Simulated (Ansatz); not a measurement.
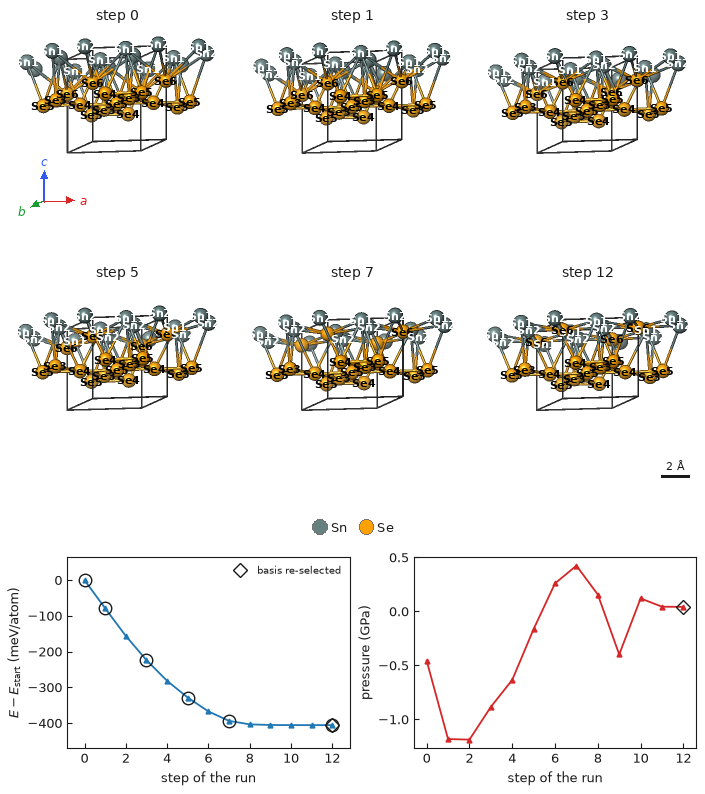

Frames of a relaxation of crystalline SnSe$_{2}$ (a generated structure, set up in P6mm) (coarse preliminary run), marked on the history of the run. A ball-and-stick model of the cell of the calculation, seen from a free direction.

Method: DFT PBE, scalar-relativistic, plane waves, PAW (Ansatz). Set-up: plane-wave cutoff 420 eV; k-point mesh 6 × 6 × 4; occupations gaussian; smearing width 0.1 eV; no spin polarisation; cell and atoms relaxed; force threshold 0.04 eV/Å; at most 70 steps.

**Describe the path.**

After 11 accepted moves (12 points after the start) the energy has fallen by 405 meV per atom. Largest force component: 0.71 eV/Å at the start, 0.0032 eV/Å at the end. The pressure goes from −0.45 to 0.04 GPa. At 1 point the geometry stayed and the basis and grid were re-selected for the new cell (energy shift of 0.1 meV per atom at most each time). The largest move relative to the cell is that of Se6, 1.40 Å along +c. Largest moves by element: Se 1.40 Å, Sn 0.08 Å. Cell: a = b 5.425 → 5.586 Å (+3.0 %), c 6.918 → 5.834 Å (−15.7 %). Volume −10.6 %. Among the contacts that change: Se3–Se6 2.973 → 3.980 Å, Sn1–Se3 3.858 → 3.100 Å, Sn1–Se6 3.814 → 3.244 Å, Sn1–Se3 (another image) 3.736 → 3.571 Å. The space group stays P6mm (No. 183). From step 0 to 1: Se6 moves most (0.17 Å), volume −3.1 %, energy −78.7 meV per atom. From step 1 to 3: Se6 moves most (0.35 Å), volume −5.0 %, energy −145 meV per atom. From step 3 to 5: Se6 moves most (0.34 Å), volume −2.5 %, energy −105 meV per atom. From step 5 to 7: Se6 moves most (0.33 Å), volume −1.2 %, energy −65.3 meV per atom. From step 7 to 12: Se6 moves most (0.26 Å), volume +0.9 %, energy −11.7 meV per atom.

| step | E − E(0), meV/atom | largest force component, eV/Å | pressure, GPa | volume, Å³/atom | note |
| --- | --- | --- | --- | --- | --- |
| 0 | 0.00 | 0.7123 | -0.45 | 29.391 |  |
| 1 | -78.68 | 1.1052 | -1.18 | 28.487 |  |
| 2 | -156.06 | 1.3084 | -1.19 | 27.681 |  |
| 3 | -223.71 | 1.4569 | -0.88 | 27.061 |  |
| 4 | -281.69 | 1.2954 | -0.63 | 26.709 |  |
| 5 | -328.44 | 1.0083 | -0.16 | 26.373 |  |
| 6 | -367.20 | 0.7907 | 0.26 | 26.129 |  |
| 7 | -393.71 | 0.4485 | 0.42 | 26.053 |  |
| 8 | -403.39 | 0.1439 | 0.16 | 26.295 |  |
| 9 | -405.18 | 0.0364 | -0.40 | 26.398 |  |
| 10 | -405.53 | 0.0176 | 0.12 | 26.211 |  |
| 11 | -405.59 | 0.0036 | 0.04 | 26.275 |  |
| 12 | -405.45 | 0.0032 | 0.04 | 26.275 | same geometry, new basis |

Limits of the set-up: layers or molecules are held without a dispersion correction, so their spacing is unreliable.
